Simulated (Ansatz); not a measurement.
## Electronic structure of Si in real space

```xyz
4
Lattice="4.5902 0.0033 0.0025 0.0033 4.5902 0.0025 0.0013 0.0013 2.5484" Properties=species:S:1:pos:R:3 pbc="T T T"
Si    0.0013    0.0014    2.5484
Si    2.2974    2.2975    1.2766
Si    0.0021    2.2954    0.6383
Si    2.2962    0.0027    1.9125
```

Space group I4₁/amd; set up as Si, beta-Sn type; a generated structure, not necessarily the stable one; changed on purpose from its base cell (volume × 0.88); computed pressure about 19 GPa in this cell.

Method: DFT, r2SCAN, plane waves (500 eV) with PAW, scalar-relativistic (Ansatz).

In a PAW calculation such maps are meaningful between the atoms, not at the nuclei.

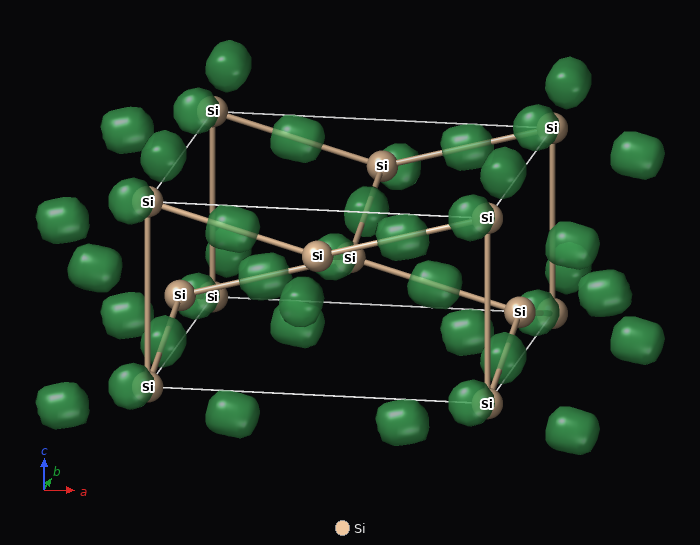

Figure 1. Isosurface of the electron localisation function at 0.85 (green), seen slightly off an axis. Core shells and regions of very low density are left out. Sticks mark near contacts.

> Describe the localisation domains.

At this value the surface marks out eight regions between bonded Si–Si atoms, counted in one cell of 4 atoms. Any copies at cell faces, edges or corners count once. Profiles from the grid: Si–Si (2.38 Å): the ELF peaks at about 0.90 between the atoms. Si–Si (2.55 Å): the ELF peaks at about 0.75 between the atoms.

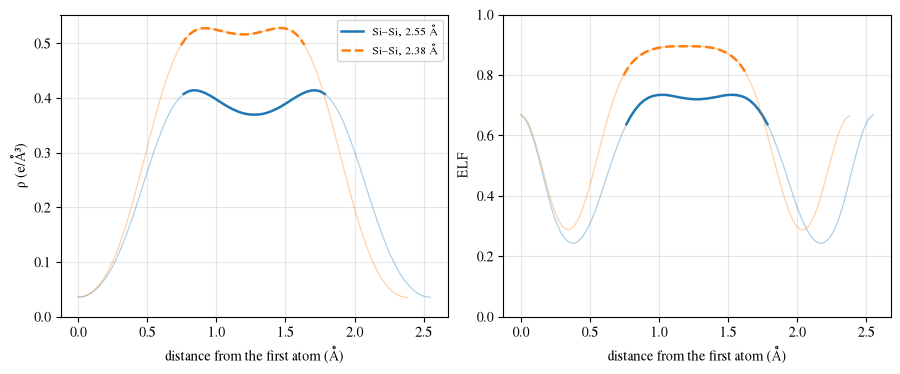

Figure 2. Valence pseudo-density and ELF along straight lines between neighbouring atoms. Thin, pale parts lie inside the atomic spheres.

> What can be read from the curves?

Si–Si (2.55 Å): ρ at the midpoint is about 0.37 e/Å³; the ELF peaks at about 0.75 between the atoms.
Si–Si (2.38 Å): ρ is about 0.52 e/Å³ halfway; the ELF peaks at about 0.90 between the atoms.

> Metal or insulator at this level of theory?

It is gapless in this calculation (a metal or semimetal).
